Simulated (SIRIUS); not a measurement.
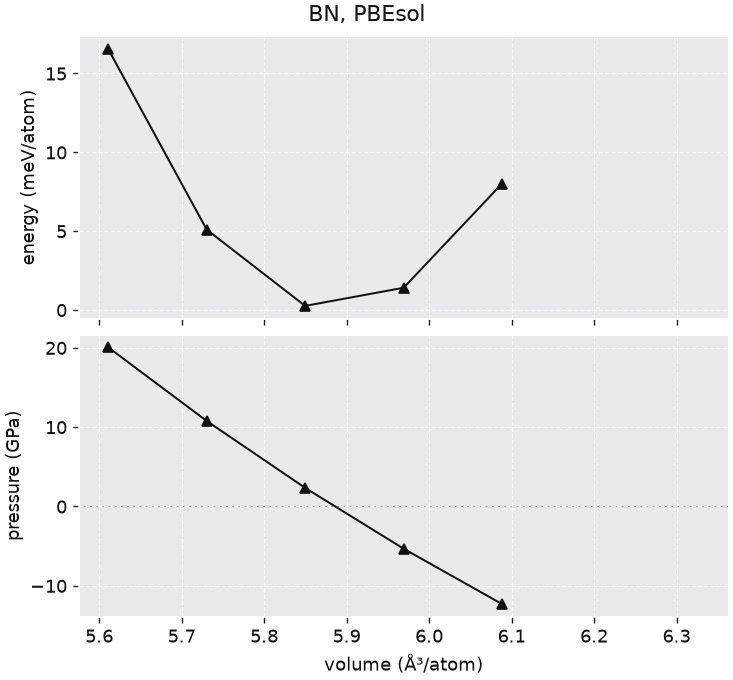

Plotted: energy and pressure against volume for BN, space group P6_3mc (No. 186).

Structure:
```
N B
1.0
     2.55394    0.00000    0.00000
    -1.27697    2.21178    0.00000
     0.00000    0.00000    4.22685
N B
2 2
Direct
  0.33333 0.66667 0.12528
  0.66667 0.33333 0.62528
  0.33333 0.66667 0.49972
  0.66667 0.33333 0.99972
```

Computed with SIRIUS 7.10.0: plane-wave DFT, no spin polarisation; energies at scaled volumes of the given cell, shape and fractions fixed, counted from the fit's minimum, third-order Birch-Murnaghan fit. Level: PBEsol.

- k mesh: 12×12×6
- occupations: Fermi–Dirac
- smearing width: 0.05 eV
- potentials: dojo sr pbesol 0.4.1 standard
- wave cutoff: 1152 eV
- density cutoff: 4606 eV

The points at volume 6.2079 Å³/atom and 6.3273 Å³/atom are left out of the plot. What values does the calculation give there?

| volume (Å³/atom) | energy (meV/atom) | pressure (GPa) |
| --- | --- | --- |
| 6.2079 | 19.59 | −18.66 |
| 6.3273 | 35.68 | −24.44 |

Note: shape and atomic fractions are frozen while scaling, which makes layered, chain and framework solids too stiff.
